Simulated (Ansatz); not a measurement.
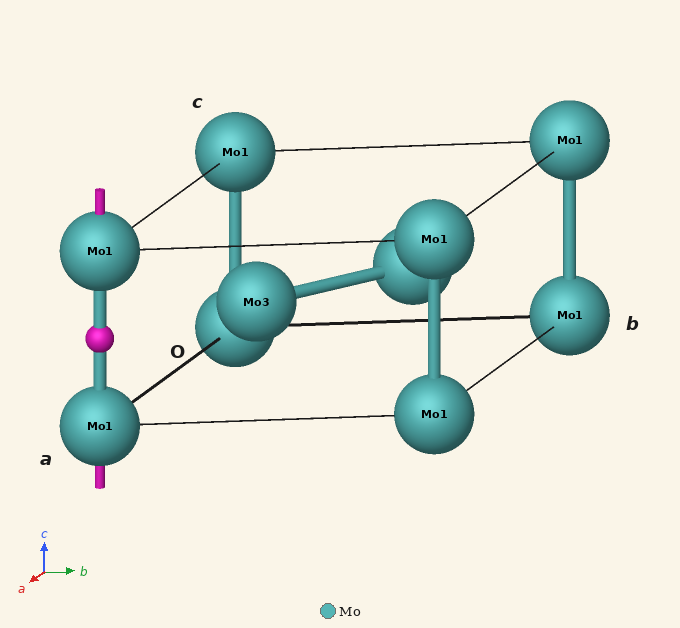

The coloured rod is the axis of a symmetry operation of the crystal, the small sphere its inversion point. Crystal: Mo, coordinates from a relaxation with DFT, revPBE, plane waves (420 eV) with PAW, scalar-relativistic (Ansatz 0.2.0); the starting structure was generated, so it need not be a known form of this composition. Symmetry computed with spglib at a tolerance of 0.002 Å; standard conventional cell.

a = 4.684 Å, b = 4.684 Å, c = 2.572 Å, α = 90.00°, β = 90.00°, γ = 120.00°.

```json
{"atom": "Mo1", "x": "0.0000", "y": "0.0000", "z": "0.0000"}
{"atom": "Mo2", "x": "0.3333", "y": "0.6667", "z": "0.5000"}
{"atom": "Mo3", "x": "0.6667", "y": "0.3333", "z": "0.5000"}
```

Take the operation x, y, z → x−y, x−1, −z+1.

**What kind of operation is it, and where does it lie?**

It is a −3 rotoinversion axis with its inversion point at (1, 0, 1/2), along [0 0 1].

**Onto which atom does it carry each atom (up to whole multiples of a, b and c)?**

Mo1 → Mo1, Mo2 → Mo3, Mo3 → Mo2.
